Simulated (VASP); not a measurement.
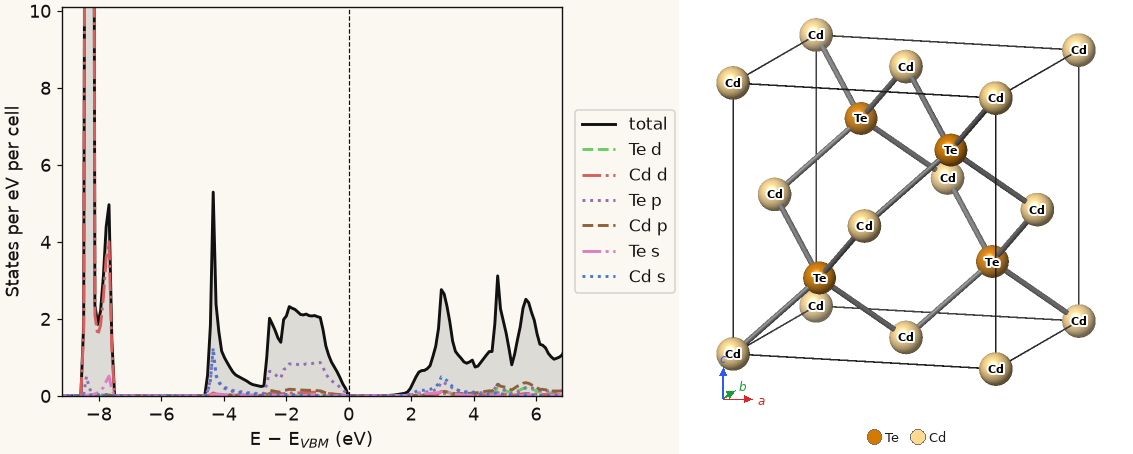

Density of states, beside the structure. Energies are counted from the top of the valence band. The partial curves are projected inside the PAW spheres; the rest of the total lies in parts that aren't drawn and between the spheres.

Structure: zincblende CdTe, space group F-43m, 2 atoms in the primitive cell; cubic a = 6.410 Å.

Method: BLYP with D4 dispersion, VASP PAW PBE potentials, release 64 (Te, Cd), collinear spin, typed start, no spin-orbit coupling, 7×7×7 k mesh in the self-consistent step, 520 eV cutoff (VASP 6.6.1).

Q: Is there a gap at the Fermi level, and how wide?

A: There is a gap; over the k points computed it is 0.82 eV.

Q: Which states form the top of the valence band?

A: By projected weight, the top eV of the valence band is Te p (78 %).

The density of states was taken on a 11×11×11 mesh with the tetrahedron method. The PAW data sets were made with another functional. Spin-orbit coupling is left out, which matters for Te. LDA, GGA and most meta-GGA functionals understate gaps. The cell was derived from a database entry in an earlier step, so it needn't be the measured one.
